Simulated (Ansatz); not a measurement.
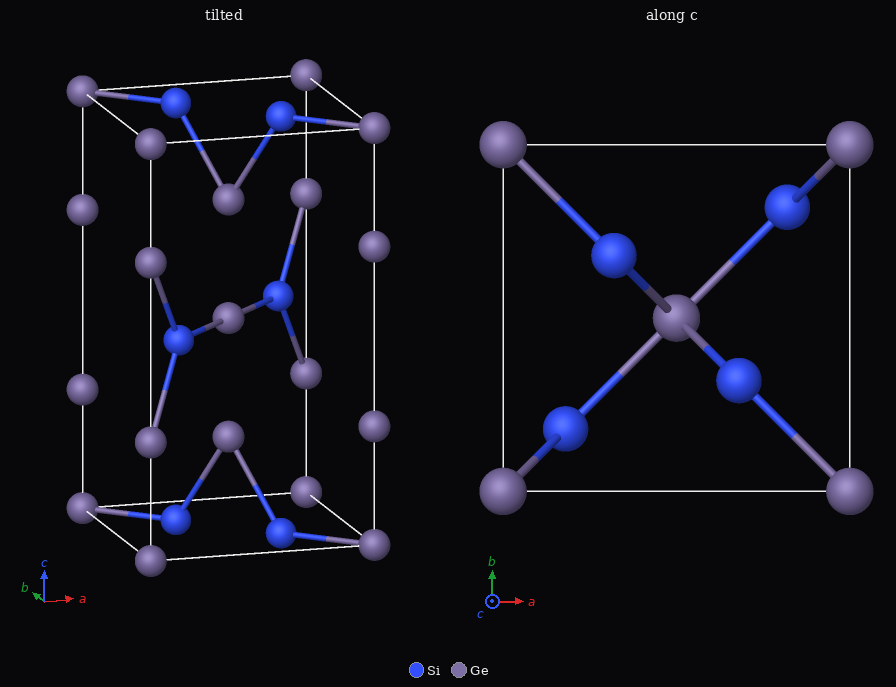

View slightly off an axis and along the c axis, drawn as a ball-and-stick model. Lines trace the edges of the conventional unit cell. Cell: a = 5.14 Å, b = 5.14 Å, c = 9.43 Å, α = 90.00°, β = 90.00°, γ = 90.00°.

Starting structure: a random cell made by a generator, so it need not be a real form of the compound. Earlier steps of the study may have refined or changed the cell and positions. It was the input of a calculation with Ansatz.

Characterise what is shown.

Answer. The material is Si2Ge3. Its lattice is primitive tetragonal, its space group P4_2/mnm (No. 136). Cell content 4 Si, 6 Ge; Z = 2. Si bonds to three Ge in a trigonal planar arrangement at about 2.3 to 2.4 Å. Around each Ge lie two Si at about 2.3 to 2.4 Å. The bonds build Si2Ge3 chains.

Level of theory and settings: DFT PBE, scalar-relativistic, plane waves, PAW (Ansatz 0.2.0), plane waves up to 420 eV, k-points on an 8×8×4 grid, Gaussian smearing of 0.1 eV, no spin polarisation.

Is it conducting or gapped at this level?

Answer. A metal: bands cross the Fermi level.

What are the atomic charges by Bader's partition?

Answer. Si +0.15 e; Ge -0.21 to -0.04 e.

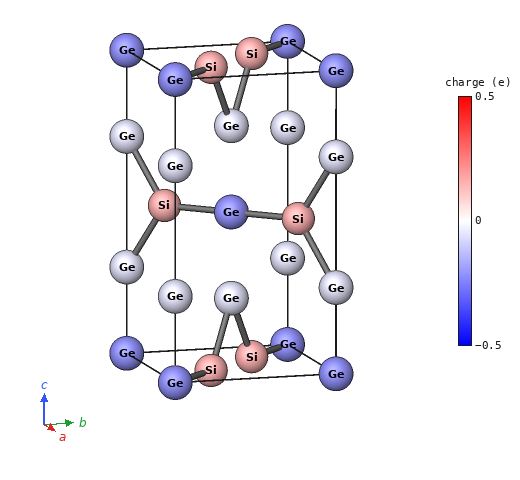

The atoms coloured by those charges. The run's cell of 10 atoms is drawn.

Do the forces and the stress vanish for this geometry?

Answer. Yes. The largest force is 0.01 eV/Å. The pressure is 0.0 GPa, close to zero.
